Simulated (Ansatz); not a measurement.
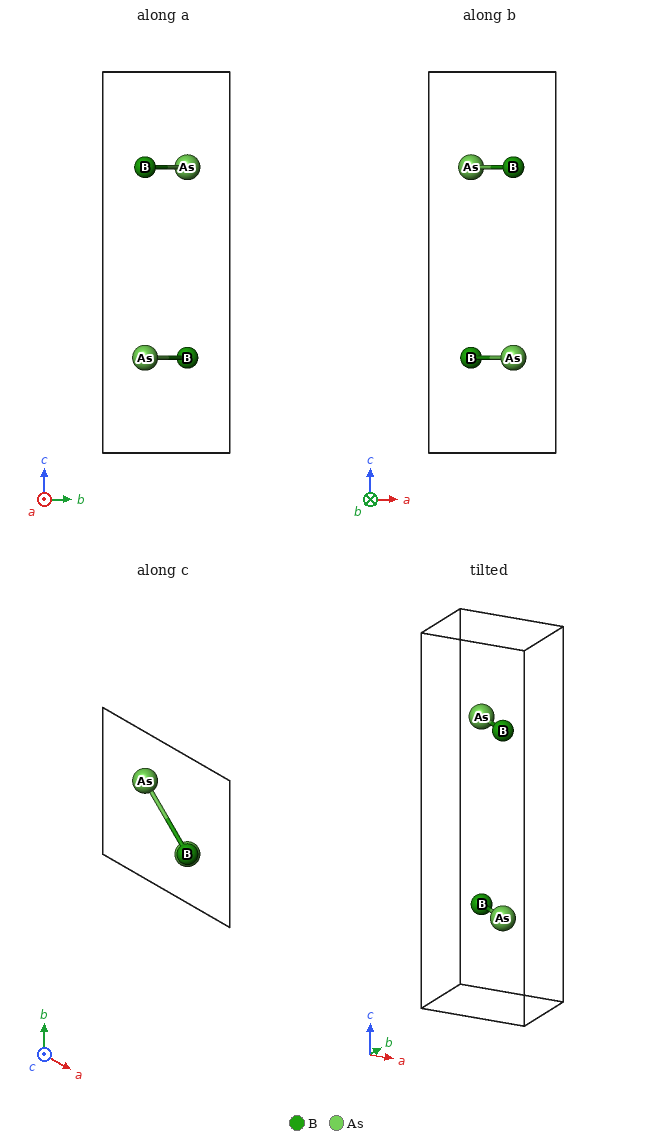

Ball-and-stick drawing of the structure, looking along the a axis, along the b axis, along the c axis and slightly off an axis. The conventional unit cell is outlined; an atom on or near a face, edge or corner is repeated at each equivalent position.

Lattice parameters: a = 3.366 Å, b = 3.366 Å, c = 8.745 Å, α = 90.00°, β = 90.00°, γ = 120.00°.

Q: Write down what is shown as a table of Wyckoff sites.

A: Space group P6_3/mmc (No. 194).
```json
{"atom": "B", "site": "2c", "x": "0.3333", "y": "0.6667", "z": "0.2500"}
{"atom": "As", "site": "2d", "x": "0.6667", "y": "0.3333", "z": "0.2500"}
```

The structure comes from a structure type filled with these elements by a generator (whether the compound takes this form wasn't checked). Earlier steps of the study may have refined or changed the cell and positions. It was run through Ansatz as a DFT input.
